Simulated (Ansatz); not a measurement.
**How much does C in Ta(100), 2x2 scatter?**

Aim: the resistance that C in Ta(100), 2x2 adds to the host.

Program: Ansatz 0.2.0. Level of theory: Ansatz plane-wave DFT, PBE, PAW files; ballistic transport by layer matching (Landauer), zero bias; PAW set soft_1, in the first sound run; inputs show where later runs differ. Results are calculated unless marked as measured.

### Step 1. Starting point

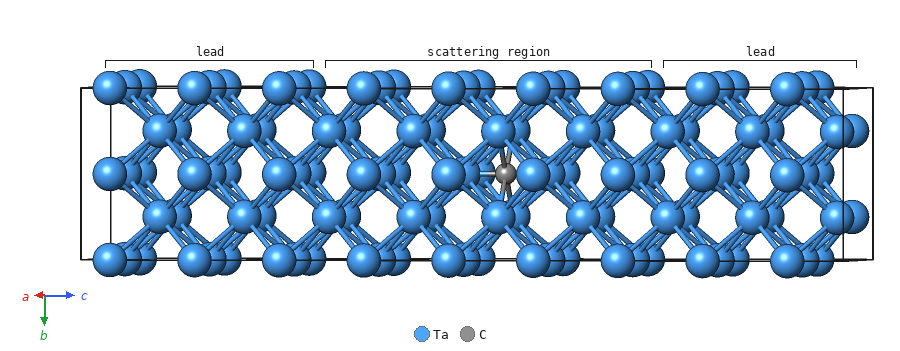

The cell as given, from the side, with the c axis across the page (tantalum blue, carbon grey). Some periodic images of atoms are drawn too.

The cell holds 73 atoms: 72 Ta and 1 C. Cell: a = 6.605 Å, b = 6.605 Å, c = 29.723 Å, α = 90.0°, β = 90.0°, γ = 90.0°. It derives from Ta. Regions: lead, 40 atoms (40 Ta); scattering region, 33 atoms (32 Ta and 1 C). The structure is stacked along c, and the current runs across the ab planes.

### Step 2. Transmission at ideal sites

The defect sits in one plane of the supercell, all atoms on ideal sites; the layers about the cell's end are the lead. The mesh across the current, 8×8, is finer than the density's, because channels open and close sharply across the zone. Energies from -0.1 to 0.1 eV in steps of 0.05 eV are too few for the program's thermal sum, so it prints no conductance; for a metal the transmission near the Fermi level serves, at a fraction of the cost.

Input file input.yaml:

```yaml
crystal:
  lattice:
    - [6.60512, 0.0, 0.0]
    - [0.0, 6.60512, 0.0]
    - [0.0, 0.0, 29.72304]
  atoms:
    - { symbol: Ta, position: [0.0, 0.0, 0.0277777778] }
    - { symbol: Ta, position: [0.0, 0.5, 0.0277777778] }
    - { symbol: Ta, position: [0.5, 0.0, 0.0277777778] }
    - { symbol: Ta, position: [0.5, 0.5, 0.0277777778] }
    - { symbol: Ta, position: [0.25, 0.25, 0.0833333333] }
    - { symbol: Ta, position: [0.25, 0.75, 0.0833333333] }
    - { symbol: Ta, position: [0.75, 0.25, 0.0833333333] }
    - { symbol: Ta, position: [0.75, 0.75, 0.0833333333] }
    - { symbol: Ta, position: [0.0, 0.0, 0.1388888889] }
    - { symbol: Ta, position: [0.0, 0.5, 0.1388888889] }
    - { symbol: Ta, position: [0.5, 0.0, 0.1388888889] }
    - { symbol: Ta, position: [0.5, 0.5, 0.1388888889] }
    - { symbol: Ta, position: [0.25, 0.25, 0.1944444444] }
    - { symbol: Ta, position: [0.25, 0.75, 0.1944444444] }
    - { symbol: Ta, position: [0.75, 0.25, 0.1944444444] }
    - { symbol: Ta, position: [0.75, 0.75, 0.1944444444] }
    - { symbol: Ta, position: [0.0, 0.0, 0.25] }
    - { symbol: Ta, position: [0.0, 0.5, 0.25] }
    - { symbol: Ta, position: [0.5, 0.0, 0.25] }
    - { symbol: Ta, position: [0.5, 0.5, 0.25] }
    - { symbol: Ta, position: [0.25, 0.25, 0.3055555556] }
    - { symbol: Ta, position: [0.25, 0.75, 0.3055555556] }
    - { symbol: Ta, position: [0.75, 0.25, 0.3055555556] }
    - { symbol: Ta, position: [0.75, 0.75, 0.3055555556] }
    - { symbol: Ta, position: [0.0, 0.0, 0.3611111111] }
    - { symbol: Ta, position: [0.0, 0.5, 0.3611111111] }
    - { symbol: Ta, position: [0.5, 0.0, 0.3611111111] }
    - { symbol: Ta, position: [0.5, 0.5, 0.3611111111] }
    - { symbol: Ta, position: [0.25, 0.25, 0.4166666667] }
    - { symbol: Ta, position: [0.25, 0.75, 0.4166666667] }
    - { symbol: Ta, position: [0.75, 0.25, 0.4166666667] }
    - { symbol: Ta, position: [0.75, 0.75, 0.4166666667] }
    - { symbol: Ta, position: [0.0, 0.0, 0.4722222222] }
    - { symbol: Ta, position: [0.0, 0.5, 0.4722222222] }
    - { symbol: Ta, position: [0.5, 0.0, 0.4722222222] }
    - { symbol: Ta, position: [0.5, 0.5, 0.4722222222] }
    - { symbol: Ta, position: [0.25, 0.25, 0.5277777778] }
    - { symbol: Ta, position: [0.25, 0.75, 0.5277777778] }
    - { symbol: Ta, position: [0.75, 0.25, 0.5277777778] }
    - { symbol: Ta, position: [0.75, 0.75, 0.5277777778] }
    - { symbol: Ta, position: [0.0, 0.0, 0.5833333333] }
    - { symbol: Ta, position: [0.0, 0.5, 0.5833333333] }
    - { symbol: Ta, position: [0.5, 0.0, 0.5833333333] }
    - { symbol: Ta, position: [0.5, 0.5, 0.5833333333] }
    - { symbol: Ta, position: [0.25, 0.25, 0.6388888889] }
    - { symbol: Ta, position: [0.25, 0.75, 0.6388888889] }
    - { symbol: Ta, position: [0.75, 0.25, 0.6388888889] }
    - { symbol: Ta, position: [0.75, 0.75, 0.6388888889] }
    - { symbol: Ta, position: [0.0, 0.0, 0.6944444444] }
    - { symbol: Ta, position: [0.0, 0.5, 0.6944444444] }
    - { symbol: Ta, position: [0.5, 0.0, 0.6944444444] }
    - { symbol: Ta, position: [0.5, 0.5, 0.6944444444] }
    - { symbol: C, position: [0.5, 0.5, 0.5277777778] }
    - { symbol: Ta, position: [0.25, 0.25, 0.75] }
    - { symbol: Ta, position: [0.25, 0.75, 0.75] }
    - { symbol: Ta, position: [0.75, 0.25, 0.75] }
    - { symbol: Ta, position: [0.75, 0.75, 0.75] }
    - { symbol: Ta, position: [0.0, 0.0, 0.8055555556] }
    - { symbol: Ta, position: [0.0, 0.5, 0.8055555556] }
    - { symbol: Ta, position: [0.5, 0.0, 0.8055555556] }
    - { symbol: Ta, position: [0.5, 0.5, 0.8055555556] }
    - { symbol: Ta, position: [0.25, 0.25, 0.8611111111] }
    - { symbol: Ta, position: [0.25, 0.75, 0.8611111111] }
    - { symbol: Ta, position: [0.75, 0.25, 0.8611111111] }
    - { symbol: Ta, position: [0.75, 0.75, 0.8611111111] }
    - { symbol: Ta, position: [0.0, 0.0, 0.9166666667] }
    - { symbol: Ta, position: [0.0, 0.5, 0.9166666667] }
    - { symbol: Ta, position: [0.5, 0.0, 0.9166666667] }
    - { symbol: Ta, position: [0.5, 0.5, 0.9166666667] }
    - { symbol: Ta, position: [0.25, 0.25, 0.9722222222] }
    - { symbol: Ta, position: [0.25, 0.75, 0.9722222222] }
    - { symbol: Ta, position: [0.75, 0.25, 0.9722222222] }
    - { symbol: Ta, position: [0.75, 0.75, 0.9722222222] }
kpoints:
  mp_grid: { grid: [4, 4, 1] }
hamiltonian:
  xc: pbe
  pseudopotentials: { kind: paw, azcp: { folder: soft_1 } }
scf:
  occupations: { method: fermi_dirac, width: 0.1 }
output:
  transmission: { leads: [[0, 4]], kmesh: [8, 8], e_range: [-0.1, 0.1], de: 0.05 }
  write_potential: true
  write_density: true
  volumetric_format: npy
  elf: true
```

Launch:

```
$ ansatz run input.yaml --threads 4 --pin off --max-ram 15360MiB --backend cpu --events-out ev --progress --plain --runs-dir out
```

Numbers of over 12 decimals in the logs are rounded to 6 here.

Output:

```text
Engine: ansatz 0.2.0, aarch64-unknown-linux-gnu
Pseudopotentials: kind: paw
Pseudopotential: Ta, paw, valence charge 13, recommended cutoff 420 eV (normal), soft_1/Ta.paw.azcp
Pseudopotential: C, paw, valence charge 4, recommended cutoff 420 eV (normal), soft_1/C.paw.azcp
Functional definition: PBE
  parameter kappa = 0.804
  parameter beta = 0.066725
  exchange = pbe_x(kappa = kappa, mu = beta*pi^2/3)
  correlation = pbe_c(beta = beta)
Crystal: 73 atoms, lattice volume = 1296.745 Å³
Basis set: ecut = 420 eV, 25307 PW (Γ)
Bands: 564, of which v1, the nominal top of the filled ones, is band 470 counted from 1 (469 counted from 0)
Symmetry: 16 space group operations
Space group: P4/mmm (ITA 123), of the structure as read, at distance tolerance 1.1e-4 Å
k-points: 6 of 16
Non-local potential: Ta, projectors of the file, l = 0: 3, l = 1: 2, l = 2: 2, l = 3: 1
Non-local potential: C, projectors of the file, l = 0: 2, l = 1: 2, l = 2: 1
PAW form: soft (Blöchl's): semilocal exchange-correlation on the pseudo side does not see the compensation charge
PAW one-centre angular grid: Ta, 590 points (default); XC on 64 Gauss nodes
PAW one-centre angular grid: C, 110 points (default); XC on 64 Gauss nodes
Initial density: superposition of atomic densities (chi_scale 0.1, normalization cell, long waves 39 % of neutral atoms (reshape's long-wave potential 1.39 eV rms, cloud 2.46 Å wide))
Initial wavefunctions: pseudopotential atomic-orbital guess
Functional: x = pbe(κ = 0.804, μ = 0.219515), c = pbe(β = 0.066725)
SCF iter   1: F=—  HF=-715477.169494 eV  |F-HF|=—  |Δ(HF+E_count)|=         —  Δρ=7.06e-2  dr2=5.89e3  ethr=3.10e-3  ⟨swp⟩=6.5  Hψ=13821  notcnv=0  defer=1
preconditioner: auto → Kerker (q_TF=auto, 2.586 Å⁻¹)  [metal: Δε(μ)=0.014 eV  Ē_g=4.471 eV  σ=0.100 eV  W_gap=0.03  n_scr=372 (ndim 8)  ℏωp=19.7 eV  f_vac=0.000  D(μ)=62.91/eV (n_scr^D=544)]
SCF iter   2: F=—  HF=-715448.459012 eV  |F-HF|=—  |Δ(HF+E_count)|=    2.87e1  Δρ=3.69e-2  dr2=1.45e3  ethr=3.10e-3  ⟨swp⟩=3.0  Hψ=5523  notcnv=0  defer=74
SCF iter   3: F=—  HF=-715440.219153 eV  |F-HF|=—  |Δ(HF+E_count)|=    8.24e0  Δρ=1.04e-2  dr2=9.37e1  ethr=3.10e-3  ⟨swp⟩=3.8  Hψ=8984  notcnv=0  defer=125
SCF iter   4: F=—  HF=-715439.771134 eV  |F-HF|=—  |Δ(HF+E_count)|=   4.48e-1  Δρ=3.01e-3  dr2=4.35e-1  ethr=3.10e-3  ⟨swp⟩=1.0  Hψ=3257  notcnv=0  defer=125
SCF iter   5: F=—  HF=-715439.748048 eV  |F-HF|=—  |Δ(HF+E_count)|=   2.31e-2  Δρ=9.35e-4  dr2=9.23e-1  ethr=4.63e-5  ⟨swp⟩=2.0  Hψ=4276  notcnv=0  defer=127
SCF iter   6: F=—  HF=-715439.743244 eV  |F-HF|=—  |Δ(HF+E_count)|=   4.80e-3  Δρ=2.43e-4  dr2=7.00e-2  ethr=4.63e-5  ⟨swp⟩=1.0  Hψ=3653  notcnv=0  defer=127
SCF iter   7: F=—  HF=-715439.742849 eV  |F-HF|=—  |Δ(HF+E_count)|=   3.95e-4  Δρ=7.55e-5  dr2=3.06e-3  ethr=7.45e-6  ⟨swp⟩=1.2  Hψ=3258  notcnv=0  defer=127
SCF iter   8: F=—  HF=-715439.742802 eV  |F-HF|=—  |Δ(HF+E_count)|=   4.66e-5  Δρ=3.11e-5  dr2=2.88e-5  ethr=3.26e-7  ⟨swp⟩=2.0  Hψ=4306  notcnv=0  defer=127
SCF iter   9: F=—  HF=-715439.740613 eV  |F-HF|=—  |Δ(HF+E_count)|=   2.19e-3  Δρ=1.20e-5  dr2=2.73e-6  ethr=3.07e-9  ⟨swp⟩=2.0  Hψ=4509  notcnv=0  defer=127
SCF iter  10: F=-715439.740612 eV  HF=-715439.740612 eV  |F-HF|=3.40e-8  |Δ(HF+E_count)|=   5.94e-7  Δρ=1.13e-6  dr2=3.84e-8  ethr=1.06e-11  ⟨swp⟩=12.8  Hψ=14262  notcnv=0
SCF 1 converged in 10 iterations: F = -715439.740612 eV  dr2 = 3.84e-8
  greatest PAW one-centre occupation: 0.999 electrons in one spin orbital (limit 2), on the Ta atom at site 40 (counted from 0), in its partial waves of l = 0
transmission: 86 of 825 steps passed
transmission: 172 of 825 steps passed
[...]
transmission: 825 of 825 steps passed
SCF converged after 10 iterations
Free energy (F): -715439.740612 eV
Harris-Foulkes:  -715439.740612 eV  (|F-HF|=3.40e-8)
Internal energy: -715436.692782 eV  (E = F + TS)
E sigma→0 (E₀):  -715438.216697 eV
Entropy (-TS):   -3.047830 eV (-41.751 meV/atom)
Fermi energy:    18.589541 eV
--- Per-component energies (eV) ---
  E_band       = -7463.714314
  E_kinetic    = 28464.232633
  E_local      = -39627.162667  (includes V_loc(G=0)·N_el)
  E_nonlocal   = -760.743002
  E_hartree    = 14396.056353
  E_xc         = -23192.198504
  E_vxc        = -16899.543878  (∫ρ·V_xc dr)
  E_paw        = -598038.800383  (= ΣΔE_a)
  E_vpaw       = -7432.617439  (= ΣTr[D̂ρ^β])
  E_aug_tail   = 0.007018  (compensation charges beyond the density's cutoff)
  E_ewald      = -96678.084229
  E_smearing   = -3.047830  (= −TS)
  E_closure    = 0.000000  (closes the sum)
  Σ components = -715439.740612   (vs F -715439.740612, Δ=0.00e0)
--- Band table (eV; the first three rows and the last of 6) ---
  k-point 0: bands = [... 466 lower, 19.2380, 19.2380, 19.2459, 19.2459, 19.2667, 19.2683, 19.2683, 19.2696, ... 90 higher]
  k-point 1: bands = [... 466 lower, 18.8657, 18.8945, 18.8949, 18.9049, 18.9131, 19.0002, 19.0108, 19.0113, ... 90 higher]
  k-point 2: bands = [... 466 lower, 18.4070, 18.5053, 18.5093, 18.5105, 18.5411, 18.5995, 18.6196, 18.6654, ... 90 higher]
  k-point 5: bands = [... 466 lower, 17.9039, 17.9041, 17.9802, 17.9974, 17.9974, 18.0033, 18.0148, 18.0194, ... 90 higher]
--- Transmission ---
  basis      : 377 plane waves across, 55 finite elements along
  points     : 15, standing for a mesh of 8 x 8
  energies   : 5 from -0.100000 to 0.100000 eV about the Fermi level, 0.050000 eV apart; the leads are filled to 0.000000 eV, and channels, transmission and decay are at 0.000000 eV
  crystal 0  : Ta4, at the sites [0, 4], period 1.6513 Å, over 28.07 Å; its Hamiltonian steps by up to 2.3 meV
    offset         : up to 0.0000 Å between an atom of the period and one for which it stands
    channels       : 1.048438e1 a spin
    conductance    : none, the energies end too early or step too widely for 300 K: set another output.transmission.e_range or a lower de, or, where they end at an eighth of basis.ecutwfc, a higher one
  junction   : crystal 0 to crystal 0, 0.95 to 29.03 Å
    transmission   : 8.250651e0 a spin
    conductance    : none, the energies end too early or step too widely for 300 K: set another output.transmission.e_range or a lower de, or, where they end at an eighth of basis.ecutwfc, a higher one
```

It took 21 min on 4 threads of Arm Neoverse N1, shared host; peak memory 10 GiB; 70 min of CPU time.

Numbers from this step:

```
free energy                                    : -715439.7406 eV
energy at zero smearing                        : -715438.2167 eV
Fermi energy                                   : 18.59 eV
cell area                                      : 43.63 Å²
transmission per spin nearest the Fermi level  : 8.251
open channels per spin nearest the Fermi level : 10.48
step of the lead's potential                   : 2.3 meV
```

Per spin. Table of transmission, zone mean by energy, zero at the Fermi level:

```
energy (eV)  transmission, zone mean
    -0.1000                     8.72
    -0.0500                     8.40
     0.0000                     8.25
     0.0500                     7.90
     0.1000                     7.42
```

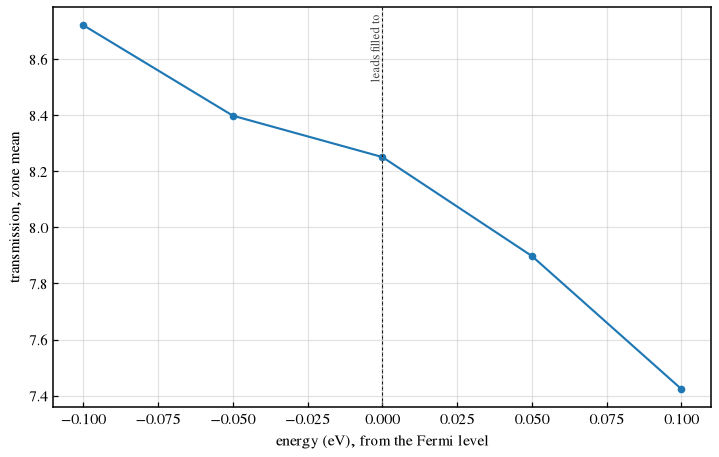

Transmission, zone mean, plotted against energy.

Per spin. Open channels, zone mean, lead against energy, zero at the Fermi level:

```
energy (eV)  open channels, zone mean, lead
    -0.1000                            10.8
    -0.0500                            10.3
     0.0000                            10.5
     0.0500                            9.98
     0.1000                            9.36
```

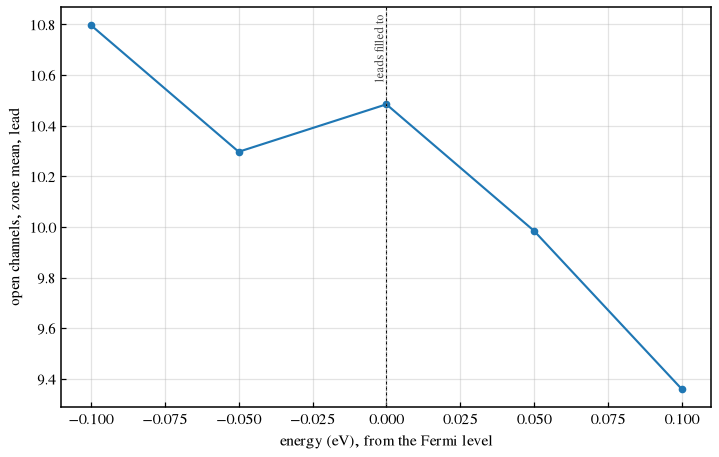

Open channels, zone mean, lead against energy.

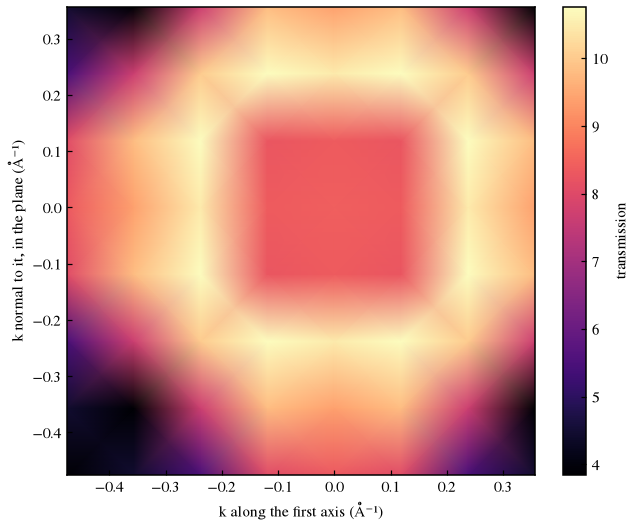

Transmission over k1 and k2. At 0.0000 eV from the Fermi level.

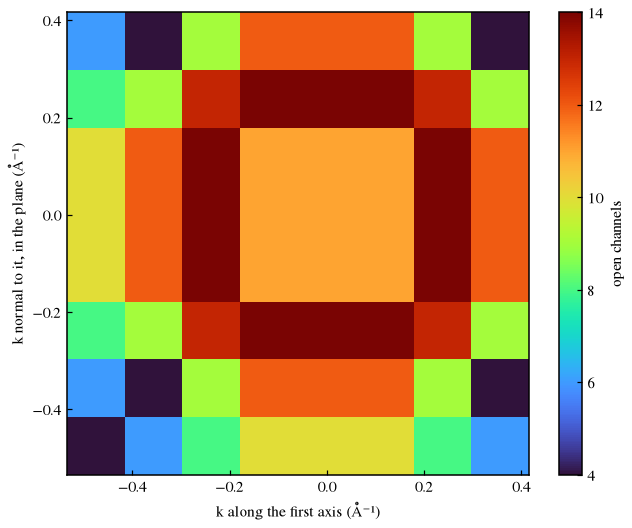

Open channels over k1 and k2. At 0.0000 eV from the Fermi level.

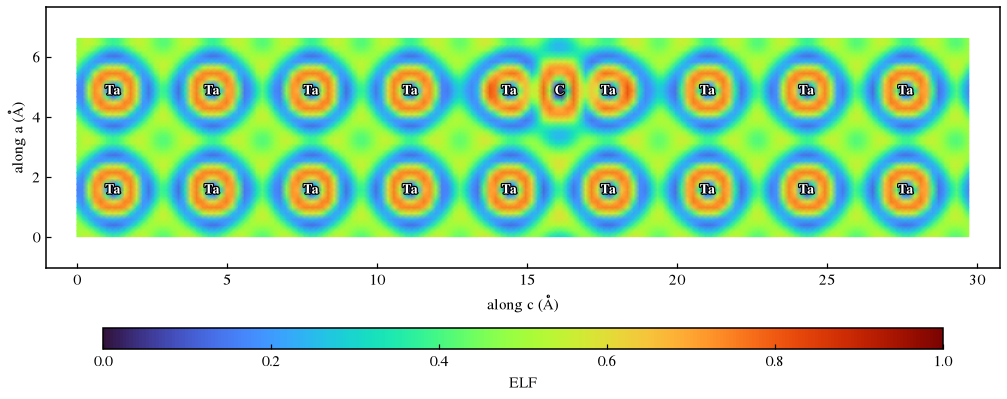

ELF in the ca plane at fractional y = 0.500, with atoms of Ta and C within 0.2 Å of it. It is the smooth field of the valence electrons, not physical close to the nuclei. The map starts off the cell's origin, so that atoms lie inside it.

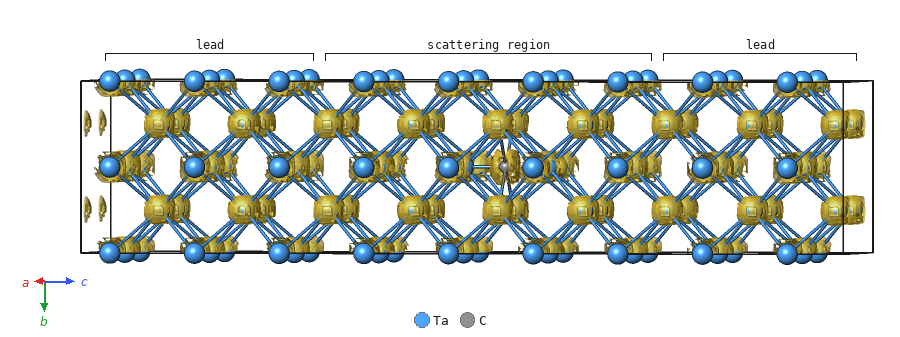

Surface of ELF = 0.73.

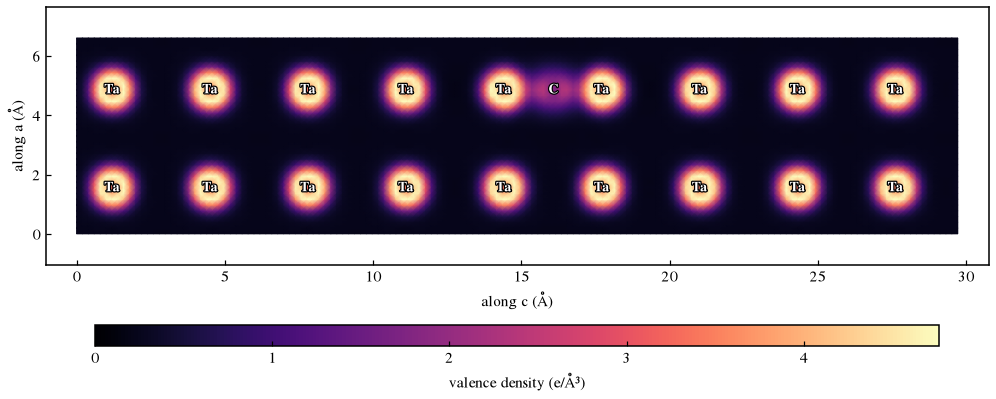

Valence density in the ca plane at fractional y = 0.500, with atoms of Ta and C within 0.2 Å of it. It is the smooth field of the valence electrons, not physical close to the nuclei. The map starts off the cell's origin, so that atoms lie inside it.

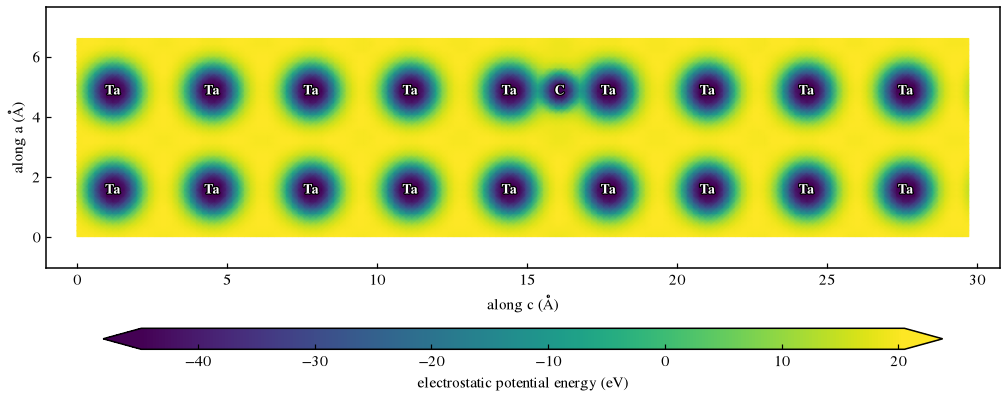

Electrostatic potential energy in the ca plane at fractional y = 0.500, with atoms of Ta and C within 0.2 Å of it. With pseudopotentials it is smooth inside the atoms' cores, unlike the true potential. The map starts off the cell's origin, so that atoms lie inside it.

Over the solved energies the transmission per spin lies between 7.42 and 8.72, out of 10.2 channels of the lead on average (up to 10.8).

### Step 3. Resistance at ideal sites

This step: Ansatz plane-wave DFT, PBE, PAW files; ballistic transport by layer matching (Landauer), zero bias; area resistance of the defect plane and resistivity an atomic per cent; PAW set soft_1 (Ansatz 0.2.0).

Numbers from this step:

```
area resistance                                                                                 : 0.1391 fΩ m²
T over the leads' mean channel count                                                            : 0.7979
resistivity per at.% scaled from this dense plane, with the factor 3/4 for isotropic scattering : 2.527 µΩ cm
```

Averaged over the energies near the Fermi level, 79.8 % of the channels pass, which makes 0.139 fΩ m².

By hand, with T and the leads' channels N averaged over the energies near the Fermi level: RA = A (h/2e²)(1/T − 1/N) = 43.63×10⁻²⁰ m² × 12 906 Ω × (1/8.182 − 1/10.26) = 0.139 fΩ m². Per atomic per cent: RA × A / V_atom × 0.01 × 3/4 = 2.53 µΩ cm, with the host's V_atom = 18.01 Å³.

[end of part 1 of 3]

[Logs are printed without paths, hosts, clocks, repeated set-up lines and the standing remarks that a program may print on its own settings, such as how far it seeks lower states.]

[Hosts, paths, dates, database ids (printed as entryN), source tags and the programs' standing remarks are cut or masked in the printed files.]
